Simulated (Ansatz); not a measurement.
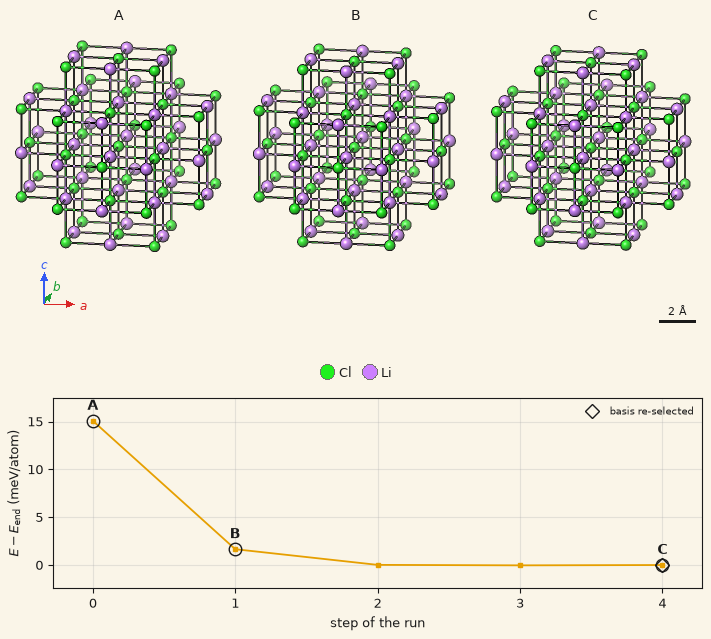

Frames of a relaxation of solid LiCl (set up in Fm-3m), marked on the history of the run. The picture is a ball-and-stick view of the conventional cell (4 times the calculation's cell), seen slightly off an axis. Lengths and directions refer to the drawn axes.

The run lets cell and atoms move.

These are results of Ansatz 0.2.0, Kohn-Sham DFT of a periodic cell, PBEsol with D3(BJ), Ansatz PAW, not measurements.

The input:
```yaml
crystal:
  lattice:
    - [0.0, 2.56477, 2.56477]
    - [2.56477, 0.0, 2.56477]
    - [2.56477, 2.56477, 0.0]
  atoms:
    - { symbol: Cl, position: [0.5, 0.5, 0.5] }
    - { symbol: Li, position: [0.0, 0.0, 0.0] }
hamiltonian:
  xc: pbesol
  pseudopotentials: { kind: paw }
  dispersion: d3bj
kpoints:
  mp_grid: { grid: [9, 9, 9] }
scf:
  occupations: { method: fermi_dirac, width: 0.05 }
output:
  forces: true
  stress: true
relax:
  f_tol: 0.01
  max_steps: 40
  cell: { stress_tol: 0.05 }
```

Launched with:
```bash
ansatz run input.yaml --threads 2 --pin off --max-ram 5632MiB --backend cpu --events-out ev --progress --plain --runs-dir out
```

> What happens along the run?

The atoms keep their places relative to the cell (all moves are under 0.005 Å). Cell: a = b = c 5.130 → 4.974 Å (−3.0 %). Volume −8.8 %. Some distances before and after: Cl–Li 2.565 → 2.487 Å. The space group stays Fm-3m (No. 225). After 3 accepted moves (4 points after the start) the energy has fallen by 15.1 meV per atom. All forces vanish by symmetry, so only the cell relaxes. The pressure goes from −2.99 to 0.01 GPa. At 1 point the geometry stayed and the basis and grid were re-selected for the new cell (energy shift of less than 0.05 meV per atom at most each time). Cost: 2 s on 2 threads of Arm Neoverse V1, on a shared host, peak memory 0.28 GiB. From step 0 to 1: volume −6.0 %, energy −13.4 meV per atom. From step 1 to 4: volume −3.0 %, energy −1.7 meV per atom.
